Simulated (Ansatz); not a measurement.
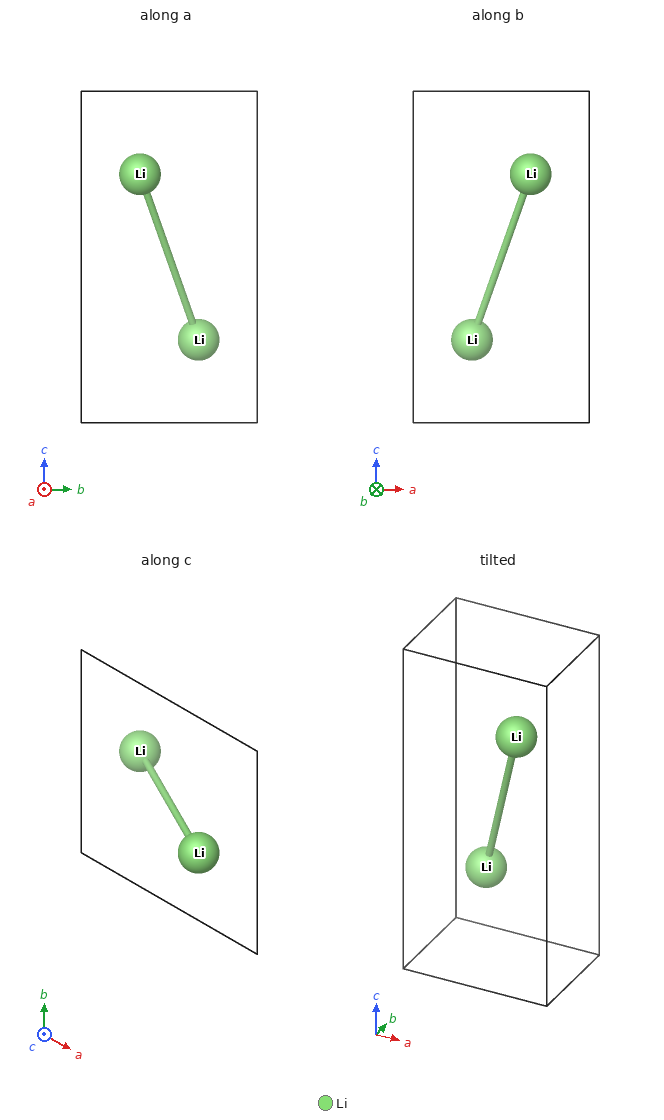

A ball-and-stick rendering, viewed along the a axis, along the b axis, along the c axis and slightly off an axis. The parallelepiped is the conventional unit cell.

Lattice parameters: a = 3.0168 Å, b = 3.0168 Å, c = 4.9211 Å, α = 90.000°, β = 90.000°, γ = 120.000°.

Question: Reconstruct the structure as a CIF in P1 with every atom of the cell.

Answer:
```cif
data_structure
_symmetry_space_group_name_H-M 'P 1'
_symmetry_Int_Tables_number 1
_cell_length_a 3.0168
_cell_length_b 3.0168
_cell_length_c 4.9211
_cell_angle_alpha 90.000
_cell_angle_beta 90.000
_cell_angle_gamma 120.000
_cell_volume 38.79
loop_
_atom_site_label
_atom_site_type_symbol
_atom_site_fract_x
_atom_site_fract_y
_atom_site_fract_z
_atom_site_occupancy
Li1 Li 0.3333 0.6667 0.2500 1
Li2 Li 0.6667 0.3333 0.7500 1
```

The structure was taken from a structure type filled with this element by a generator (whether the element takes this form wasn't checked). Earlier steps of the study may have refined or changed the cell and positions. A calculation with Ansatz used it as input.
